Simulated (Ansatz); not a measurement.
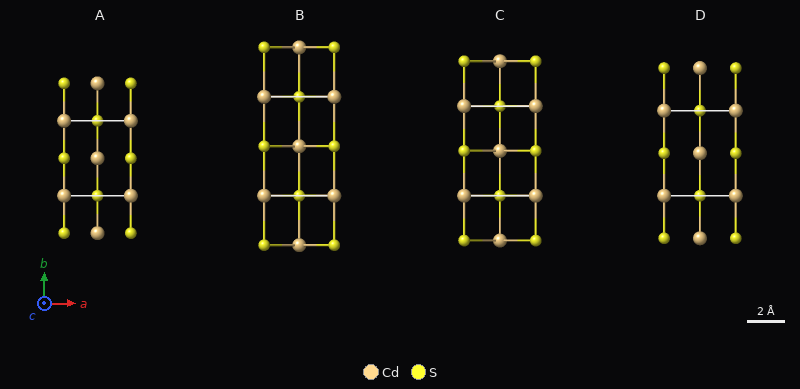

4 geometries from one relaxation of a crystal of CdS (a generated structure, set up in Immm) (coarse preliminary run), in shuffled order. Style: ball-and-stick. Shown: the conventional cell (2 times the calculation's cell), along the c axis. Lengths and directions refer to the drawn axes.

These are results of Ansatz, DFT PBE, scalar-relativistic, plane waves, PAW, not measurements. Settings: plane-wave cutoff 420 eV; k-point mesh 6 × 6 × 6; occupations gaussian; smearing width 0.1 eV; no spin polarisation; cell and atoms relaxed; force threshold 0.04 eV/Å; at most 70 steps.

**Put them in the order of the run, from the start to the converged end.**

A, D, C, B. They are steps 0, 4, 8, 16, at +1127 meV per atom, +458 meV per atom, +125 meV per atom relative to the last. After 14 accepted moves (16 points after the start) the energy has fallen by 1127 meV per atom. All forces vanish by symmetry, so only the cell relaxes. Pressure: 20.56 GPa at the start and 0.05 GPa at the end. The SCF was repeated twice at an unchanged geometry on a basis and grid sized afresh for the cell, which shifted the energy by 25.5 meV per atom at most. No atom moves by more than 0.005 Å relative to the cell. Cell: a 3.699 → 3.890 Å (+5.1 %), b 4.153 → 5.483 Å (+32.0 %), c 6.828 → 3.889 Å (−43.0 %). Volume −20.9 %. Some distances before and after: Cd–S 3.883 → 2.750 Å, Cd–S 2.076 → 2.741 Å. New bonds form: Cd–S (3.88 → 2.75 Å). Within 0.06 Å the space group is Immm at the start and Fm-3m at the end; at a tighter tolerance small leftover displacements or strains of the cell lower it.
